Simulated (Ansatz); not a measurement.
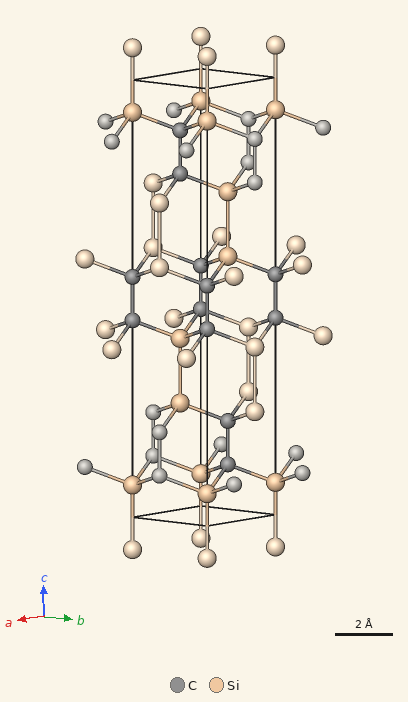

Fig. 1: The structure (ball-and-stick view of the cell 3 times as large as that of the calculation, set on its symmetry axes, seen at an oblique angle; neighbours outside the cell are drawn fainter). Near neighbours in the crystal (not all of them lie inside the picture): C has 1 C at 1.59 Å and 3 Si at 1.83 Å; Si has 3 C at 1.83 Å and 1 Si at 2.36 Å.

## Single-point calculation, with input and output: SiC (part 1 of 2)

SiC (R-3m, 4 atoms in the cell), computed with DFT, HSE06, plane waves, PAW, no spin polarisation (Ansatz 0.2.0).

The structure was built on a prototype by a generator. The geometry comes from this level: r2SCAN (a point of a series of strains). It belongs to a series of runs on one base structure; here: biaxial_xy strain -4.9%.

Input
```yaml
crystal:
  lattice:
    - [1.4657416605, 0.8462463422, 5.3212273465]
    - [-1.4657416605, 0.8462463422, 5.3212273465]
    - [0.0, -1.6924926845, 5.3212273465]
  atoms:
    - { symbol: C, position: [0.4503465656, 0.4503465656, 0.4503465656] }
    - { symbol: Si, position: [0.9261347269, 0.9261347269, 0.9261347269] }
    - { symbol: Si, position: [0.0738652731, 0.0738652731, 0.0738652731] }
    - { symbol: C, position: [0.5496534344, 0.5496534344, 0.5496534344] }
kpoints:
  mp_grid: { grid: [6, 6, 6] }
  band_path:
    path:
      - [0.0, 0.0, 0.0]
      - [0.5, 0.5, 0.5]
      - [0.8146824084, 0.1853175916, 0.5]
      - [0.5, -0.1853175916, 0.1853175916]
      - [0.5, 0.0, 0.0]
      - [0.3426587958, -0.3426587958, 0.0]
      - [0.6573412042, 0.0, 0.3426587958]
      - [0.5, 0.0, 0.5]
    npoints: 1
hamiltonian:
  xc: hse06
scf:
  occupations: { method: fermi_dirac, width: 0.02 }
  n_extra_bands: 5
output:
  forces: true
  stress: true
  eigenvalues: true
  write_density: true
  write_potential: true
  elf: true
  volumetric_format: npy
```

Run on 4 threads of an Arm (aarch64) CPU, shared host.

Command:
```bash
ansatz run input.yaml --threads 4 --pin off --max-ram 3686MiB --backend cpu --events-out ev --progress --plain --runs-dir out
```

What the program printed
```
Warning: output.stress: scf.convergence.dr2_threshold = 1e-7 eV (the SCF's general default) is looser than the 4e-10 eV advised for a printed stress (1e-10 eV for each atom of the cell: 4). What an SCF threshold leaves in a stress goes as its square root, and in the free energy as the threshold itself, and one threshold admits the most on a small cell: of the crystals measured, under no hybrid functional and no lock of the moments, on runs that ended without the residual-converged pass, on stresses that held no estimate of that error, the worst erred by over 100 MPa in a component at 1e-7 eV an atom and by under 5 at 1e-10. Set scf.convergence.dr2_threshold to 4e-10 eV or tighter. The threshold is an SCF's pass mark: one that does not reach it within its budget of iterations ends unconverged, or closes short of it on a stop that the run arms, and scf.convergence.dr2_threshold's page says what that costs each kind of run
Warning: output.stress: scf.exx.energy_threshold = 1e-6 eV is looser than the 4e-8 eV advised for a stress under a hybrid functional (1e-8 eV for each atom of the cell: 4). Every SCF of the exchange loop can meet its threshold on dr2 while the loop round them stops early: no threshold on dr2 bounds what that leaves in the stress. Set scf.exx.energy_threshold to 4e-8 eV or tighter. The threshold is the loop's pass mark: a loop that does not reach it within its budget of cycles ends unconverged, and scf.exx.energy_threshold's page has the law
basis.fft_grid_basis auto: the FFT boxes are laid along the combinations [[1, -1, 0], [0, 1, 0], [0, -1, 1]] of the cell's own vectors, 2.931, 5.584 and 2.931 Å long. The dense box has 20×40×20 points. Along the cell's own vectors, as sized, it would have 40×40×40, 4.00 times as many. Of the 12 symmetry operations that the crystal satisfies within crystal.symmetry.tolerance (time reversal apart; of a slab, those that keep its plane) the dense box along the cell's own vectors carries 12, and the one as laid loses 8 of those. basis.fft_grid_basis: typed keeps the cell's own vectors: state it where this run's energies or levels are differenced outside the engine with another run's, or held beside a run that keeps those vectors. Those combinations have planes normal to reciprocal vector 3, as the cell's own vectors have. Each planar average written beside output.write_density, output.write_potential has a row for each plane of the box: 20. The volumetric files lie along those combinations, not along the cell's own vectors: a cube or XSF file states them, and fields.json those of NumPy files.
scf.n_extra_bands = 5 over 8 filled bands (N_el = 16.0): the run solves 13 bands
Engine: ansatz 0.2.0, aarch64-unknown-linux-gnu
Pseudopotentials: kind: paw
Pseudopotential: C, paw, valence charge 4, recommended cutoff 420 eV (normal), C.paw.azcp
Pseudopotential: Si, paw, valence charge 4, recommended cutoff 420 eV (normal), Si.paw.azcp
Functional definition: HSE06
  parameter a = 0.25
  parameter omega = 0.11/bohr
  exchange = pbe_x - a*pbe_x_sr(omega) + a*exact_x_sr(omega)
  correlation = pbe_c
Crystal: 4 atoms, lattice volume = 39.602 Å³
Basis set: ecut = 420 eV, 785 PW (Γ), FFT grids on a1−a2, a2, −a2+a3, exchange–correlation on 40×80×40 points (8 copies of the dense FFT grid, shifted against one another)
Bands: 13, of which v1, the nominal top of the filled ones, is band 8 counted from 1 (7 counted from 0)
Symmetry: 12 space group operations
Space group: R-3m (ITA 166), of the structure as read, at distance tolerance 3.4e-5 Å
k-points: 32 of 216
Non-local potential: C, projectors of the file, l = 0: 2, l = 1: 2, l = 2: 1
Non-local potential: Si, projectors of the file, l = 0: 2, l = 1: 2, l = 2: 2
PAW form: soft (Blöchl's): semilocal exchange-correlation on the pseudo side does not see the compensation charge
PAW frozen core: C, regenerated for the run's functional, and the local potential with it (the file was generated under x = pbe(κ = 0.804, μ = 0.2195149727645171), c = pbe(β = 0.06672455060314922))
PAW frozen core: Si, regenerated for the run's functional, and the local potential with it (the file was generated under x = pbe(κ = 0.804, μ = 0.2195149727645171), c = pbe(β = 0.06672455060314922))
PAW one-centre angular grid: C, 110 points (default); XC on 64 Gauss nodes
PAW one-centre angular grid: Si, 110 points (default); XC on 64 Gauss nodes
Initial density: superposition of atomic densities (neutral atoms: chi_scale 0, normalization atom), corrected by the library's trained network
Initial wavefunctions: pseudopotential atomic-orbital guess
Functional: x = pbe(κ = 0.804, μ = 0.2195149727645171), c = pbe(β = 0.06672455060314922), warm-up for x = pbe(κ = 0.804, μ = 0.2195149727645171) + 0.25 (exact − pbe) at short range (hse, ω = 0.20786987370883472 Å⁻¹), c = pbe(β = 0.06672455060314922); HSE06 as pw.x's `hse` composes it (authors' and Libxc's form: `xc: wpbeh`)
SCF iter   1: F=—  HF=-1772.502488 eV  |F-HF|=—  |Δ(HF+E_count)|=         —  Δρ=7.46e-3  dr2=6.58e-2  ethr=1.77e-3  ⟨swp⟩=9.2  Hψ=2222  notcnv=0
preconditioner: auto → none  [insulator: Δε(μ)=0.430 eV  Ē_g=12.531 eV  σ=0.020 eV  W_gap=0.71  n_scr=2 (ndim 8)  ℏωp=23.6 eV  f_vac=0.000  D(μ)=1.04/eV (n_scr^D=2)]
iter 2 solved again at ethr=3.69e-5 eV; its pass at ethr=4.11e-4 eV (dr2=5.91e-3 eV) is discarded
SCF iter   2: F=—  HF=-1772.485170 eV  |F-HF|=—  |Δ(HF+E_count)|=   1.73e-2  Δρ=3.09e-3  dr2=5.90e-3  ethr=3.69e-5  ⟨swp⟩=2.5  Hψ=1983  notcnv=0  defer=5
SCF iter   3: F=—  HF=-1772.483843 eV  |F-HF|=—  |Δ(HF+E_count)|=   1.33e-3  Δρ=1.20e-3  dr2=5.90e-4  ethr=3.69e-5  ⟨swp⟩=3.4  Hψ=1046  notcnv=0  defer=3
SCF iter   4: F=—  HF=-1772.483851 eV  |F-HF|=—  |Δ(HF+E_count)|=   7.42e-6  Δρ=4.49e-4  dr2=6.82e-5  ethr=3.68e-6  ⟨swp⟩=2.9  Hψ=745  notcnv=0  defer=2
SCF iter   5: F=—  HF=-1772.483866 eV  |F-HF|=—  |Δ(HF+E_count)|=   1.59e-5  Δρ=7.82e-5  dr2=1.82e-6  ethr=4.26e-7  ⟨swp⟩=2.9  Hψ=736  notcnv=0  defer=1
SCF iter   6: F=—  HF=-1772.483868 eV  |F-HF|=—  |Δ(HF+E_count)|=   1.76e-6  Δρ=1.38e-5  dr2=5.32e-8  ethr=1.14e-8  ⟨swp⟩=3.9  Hψ=959  notcnv=0  defer=1
SCF iter   7: F=-1772.483868 eV  HF=-1772.483868 eV  |F-HF|=2.91e-10  |Δ(HF+E_count)|=   7.48e-9  Δρ=1.20e-6  dr2=6.13e-10  ethr=3.32e-10  ⟨swp⟩=3.0  Hψ=780  notcnv=0  defer=1
SCF 1 converged in 7 iterations: F = -1772.483868 eV  dr2 = 6.13e-10
  greatest PAW one-centre occupation: 0.650 electrons in one spin orbital (limit 2), on the C atom at site 3 (counted from 0), in its partial waves of l = 0
Initial density: handed on by an earlier stage of this run
Initial wavefunctions: those handed on with the density
Functional: x = pbe(κ = 0.804, μ = 0.2195149727645171) + 0.25 (exact − pbe) at short range (hse, ω = 0.20786987370883472 Å⁻¹), c = pbe(β = 0.06672455060314922); HSE06 as pw.x's `hse` composes it (authors' and Libxc's form: `xc: wpbeh`)
Exchange kernel: α = 0.2500, screened, ω = 0.2079 Å⁻¹, Wigner–Seitz truncation, v(0) = 1041.7215 eV·Å³, q-mesh 6×6×6, nearest image of the exchange supercell L = 17.59 Å, pair-density grid 18×36×18, without the augmentation charges, whose exchange is taken in its separable form by FFT convolution over the k-point mesh (the finest that the files' search goes to), smooth part of the exact exchange by density-matrix convolution
Frozen-core exchange: fock
iter 1 solved again at ethr=9.00e-5 eV; its pass at ethr=1.00e-1 eV (dr2=1.44e-2 eV) is discarded
SCF iter   1: F=—  HF=-1773.724716 eV  |F-HF|=—  |Δ(HF+E_count)|=         —  Δρ=6.10e-3  dr2=1.46e-2  ethr=9.00e-5  ⟨swp⟩=4.8  Hψ=2180  notcnv=0
preconditioner: auto → none  [insulator: Δε(μ)=0.363 eV  Ē_g=14.281 eV  σ=0.020 eV  W_gap=1.00  n_scr=2 (ndim 8)  ℏωp=23.6 eV  f_vac=0.000  D(μ)=0.00/eV (n_scr^D=0)]
SCF iter   2: F=—  HF=-1773.727446 eV  |F-HF|=—  |Δ(HF+E_count)|=   2.73e-3  Δρ=3.77e-3  dr2=3.64e-3  ethr=8.56e-5  ⟨swp⟩=3.8  Hψ=1151  notcnv=0  defer=4
SCF iter   3: F=—  HF=-1773.726659 eV  |F-HF|=—  |Δ(HF+E_count)|=   7.87e-4  Δρ=1.53e-3  dr2=5.57e-4  ethr=2.21e-5  ⟨swp⟩=3.2  Hψ=885  notcnv=0  defer=5
SCF iter   4: F=—  HF=-1773.726463 eV  |F-HF|=—  |Δ(HF+E_count)|=   1.95e-4  Δρ=2.34e-4  dr2=3.63e-5  ethr=3.42e-6  ⟨swp⟩=2.3  Hψ=699  notcnv=0  defer=6
SCF iter   5: F=—  HF=-1773.726455 eV  |F-HF|=—  |Δ(HF+E_count)|=   8.55e-6  Δρ=7.92e-5  dr2=5.18e-6  ethr=2.19e-7  ⟨swp⟩=3.2  Hψ=857  notcnv=0  defer=3
SCF iter   6: F=-1773.726453 eV  HF=-1773.726453 eV  |F-HF|=7.11e-9  |Δ(HF+E_count)|=   1.70e-6  Δρ=1.17e-5  dr2=8.04e-8  ethr=3.17e-8  ⟨swp⟩=3.1  Hψ=807  notcnv=0  defer=1
SCF 2 converged in 6 iterations: F = -1773.726453 eV  dr2 = 8.04e-8
  Residual-converged pass: ⟨swp⟩=4.0  Hψ=1031  notcnv=0  max |occ|·‖R‖ = 6.5e-6 eV (tolerance 6.7e-6 eV)  dr2=9.47e-8  dr2_onsite=1.86e-9  max |Δocc| = 6.2e-14
hybrid outer 1: dexx = +7.870e-3 eV, tail = 6.39e-6 eV
Exchange kernel: α = 0.2500, screened, ω = 0.2079 Å⁻¹, Wigner–Seitz truncation, v(0) = 1041.7215 eV·Å³, q-mesh 6×6×6, nearest image of the exchange supercell L = 17.59 Å, pair-density grid 18×36×18, without the augmentation charges, whose exchange is taken in its separable form by FFT convolution over the k-point mesh (the finest that the files' search goes to), smooth part of the exact exchange by density-matrix convolution
Frozen-core exchange: fock
SCF iter   1: F=—  HF=-1773.726390 eV  |F-HF|=—  |Δ(HF+E_count)|=         —  Δρ=3.54e-5  dr2=3.31e-7  ethr=2.00e-7  ⟨swp⟩=5.1  Hψ=1229  notcnv=0
preconditioner: auto → none  [insulator: Δε(μ)=0.399 eV  Ē_g=14.272 eV  σ=0.020 eV  W_gap=1.00  n_scr=2 (ndim 8)  ℏωp=23.6 eV  f_vac=0.000  D(μ)=0.00/eV (n_scr^D=0)]
SCF iter   2: F=—  HF=-1773.726390 eV  |F-HF|=—  |Δ(HF+E_count)|=   3.54e-8  Δρ=1.48e-5  dr2=4.39e-8  ethr=1.97e-9  ⟨swp⟩=3.2  Hψ=861  notcnv=0  defer=4
SCF iter   3: F=—  HF=-1773.726390 eV  |F-HF|=—  |Δ(HF+E_count)|=   1.44e-9  Δρ=4.43e-6  dr2=5.02e-9  ethr=2.70e-10  ⟨swp⟩=3.6  Hψ=983  notcnv=0  defer=5
SCF iter   4: F=-1773.726390 eV  HF=-1773.726390 eV  |F-HF|=1.80e-10  |Δ(HF+E_count)|=   1.03e-9  Δρ=1.99e-6  dr2=6.63e-10  ethr=3.00e-11  ⟨swp⟩=3.6  Hψ=903  notcnv=0  defer=24
SCF 3 converged in 4 iterations: F = -1773.726390 eV  dr2 = 6.63e-10
  Residual-converged pass: ⟨swp⟩=4.0  Hψ=1014  notcnv=0  max |occ|·‖R‖ = 2.6e-7 eV (tolerance 2.7e-7 eV)  dr2=6.85e-10  dr2_onsite=3.82e-11  max |Δocc| = 6.2e-15
```
